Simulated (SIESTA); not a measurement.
## A series of single points on Zr3S2

System: Zr3S2 (5 atoms in the cell).
Method: Kohn-Sham DFT of a periodic cell, PBEsol, PseudoDojo 0.4 standard, converted to PSML, no spin polarisation (SIESTA 5.4.2).

The 7 runs differ only in the geometry, by an even scaling of the cell at fixed fractional positions. The structure derives from a Materials Project entry.

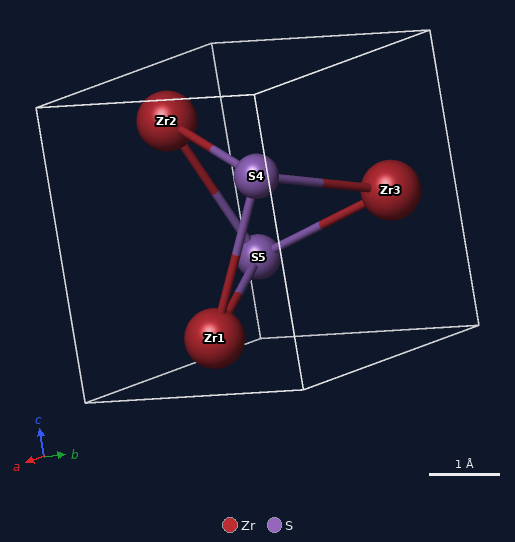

Figure 1. The structure of run 4 (ball-and-stick view of the cell of the calculation, seen at an oblique angle; atoms are numbered from 1 in the order of the input). An atom can appear more than once, as a periodic image.

**Input of run 4**
```
SystemName                      Zr3S2
SystemLabel                     Zr3S2
NumberOfSpecies                 2
NumberOfAtoms                   5
%block ChemicalSpeciesLabel
  1  40 Zr
  2  16 S
%endblock ChemicalSpeciesLabel

LatticeConstant                 1.0 Ang
%block LatticeVectors
     2.9025379727     1.6757810799     3.4877732718
    -2.9025379727     1.6757810799     3.4877732718
     0.0000000000    -3.3515621597     3.4877732718
%endblock LatticeVectors
AtomicCoordinatesFormat         Fractional
%block AtomicCoordinatesAndAtomicSpecies
     0.8387270000     0.5000000000     0.1612730000  1  Zr
     0.5000000000     0.1612730000     0.8387270000  1  Zr
     0.1612730000     0.8387270000     0.5000000000  1  Zr
     0.6650230000     0.6650230000     0.6650230000  2  S
     0.3349770000     0.3349770000     0.3349770000  2  S
%endblock AtomicCoordinatesAndAtomicSpecies

%block kgrid.MonkhorstPack
    6   0   0  0.0
    0   6   0  0.0
    0   0   6  0.0
%endblock kgrid.MonkhorstPack
XC.Functional                   GGA
XC.Authors                      PBEsol
PAO.BasisSize                   DZP
PAO.EnergyShift                 0.003 Ry
Mesh.Cutoff                     800 Ry
OccupationFunction              FD
ElectronicTemperature           0.05 eV
MaxSCFIterations                120
SCF.MustConverge                false
SCF.Mixer.Method                Pulay
SCF.Mixer.Weight                0.25
SCF.Mixer.History               8
SCF.DM.Tolerance                5.0e-05
SCF.H.Tolerance                 1.0e-03 eV
WriteForces                     true
Charge.Mulliken                 end
%block PAO.Basis
  Zr 5
  n=4 0 2
    3.497 0.000
  n=5 0 2
    8.986 0.000
  n=4 1 2
    4.065 0.000
  n=5 1 1
    8.986
  n=4 2 2
    7.326 0.000
%endblock PAO.Basis
```

Command:
```bash
siesta < Zr3S2.fdf > Zr3S2.out 2>&1
```

Lattice vectors (Å) and fractional positions of run 4:
```
   2.902538    1.675781    3.487773
  -2.902538    1.675781    3.487773
   0.000000   -3.351562    3.487773
Zr  0.838727  0.500000  0.161273
Zr  0.500000  0.161273  0.838727
Zr  0.161273  0.838727  0.500000
S   0.665023  0.665023  0.665023
S   0.334977  0.334977  0.334977
```

Run 6 differs from it as follows:
```diff
-     2.9025379727     1.6757810799     3.4877732718
-    -2.9025379727     1.6757810799     3.4877732718
-     0.0000000000    -3.3515621597     3.4877732718
+     2.9407336420     1.6978333598     3.5336702887
+    -2.9407336420     1.6978333598     3.5336702887
+     0.0000000000    -3.3956667196     3.5336702887
```

**Results, with one run withheld**

| run | volume per atom (Å³) | free energy per atom, from the lowest run given (meV) | pressure (GPa) |
| --- | --- | --- | --- |
| 1 | 19.136 | 7.93 | 4.50 |
| 2 | 19.543 | 0.37 | 1.51 |
| 3 | 19.950 | 0.00 | −1.17 |
| 4 | 20.358 | 6.07 | −3.56 |
| 5 | 20.765 | 17.92 | −5.72 |
| 6 | 21.172 | ? | ? |
| 7 | 21.579 | 56.62 | −9.38 |

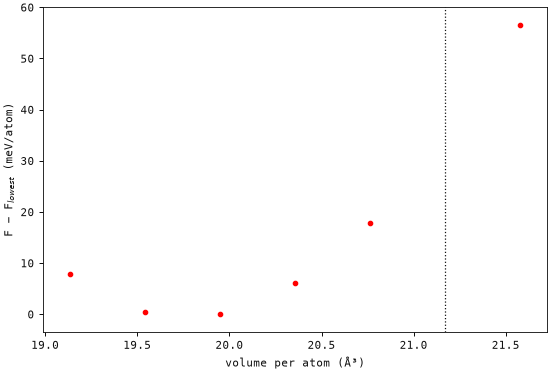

Figure 2. Free energy per atom of the runs given; the dotted line marks run 6.

What should run 6 give?

A cubic polynomial in V^(−2/3) (the Birch–Murnaghan form), fitted to the 6 runs given, misses them by at most 0.01 meV per atom. With x = V^(−2/3) − 0.13484 Å⁻², it reads F = 2.935 − 3710.4 x + 9.5175e+05 x² + 9.9807e+05 x³ (meV per atom). At run 6 it gives 34.94 meV per atom, and the run itself gives 34.95. The slope of the fit gives a pressure −dF/dV of −7.65 GPa there, and the run prints −7.64 GPa. The fit has its minimum at 19.767 Å³ per atom, where V d²F/dV² gives 129 GPa. Cell shape and fractional positions are held, so this is the stiffness under even scaling; the relaxed bulk modulus wasn't computed.

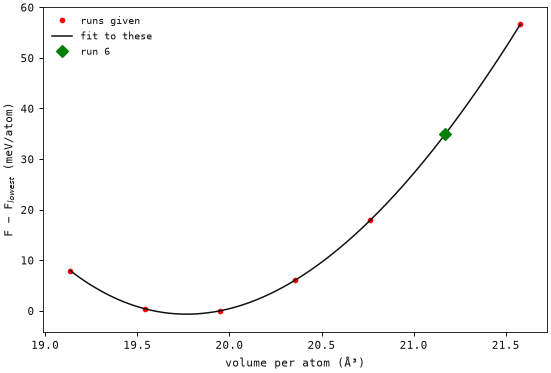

Figure 3. The fit and the withheld run.

**Some lines of the output (run 6)**
```
[...]
outcell: Cell volume (Ang**3)        :    105.8591
stepf: Fermi-Dirac step function
siesta: Etot    =     -4733.861508
siesta: FreeEng =     -4733.876604
        iscf     Eharris(eV)        E_KS(eV)     FreeEng(eV)     dDmax    Ef(eV) dHmax(eV)
siesta: E_KS(eV) =            -4734.5035
siesta: E_KS - E_eggbox =     -4734.5035
siesta: Etot    =     -4734.503461
siesta: FreeEng =     -4734.523302
siesta:         Fermi =      -5.427607
siesta: Cell volume =        105.859059 Ang**3
    Orbital volume contribution        =           6.609570 eV
```

Notes: Points of doubt noted for this run: mulliken charges of long orbitals. With a small basis of atomic orbitals these values can differ much from converged plane-wave results.
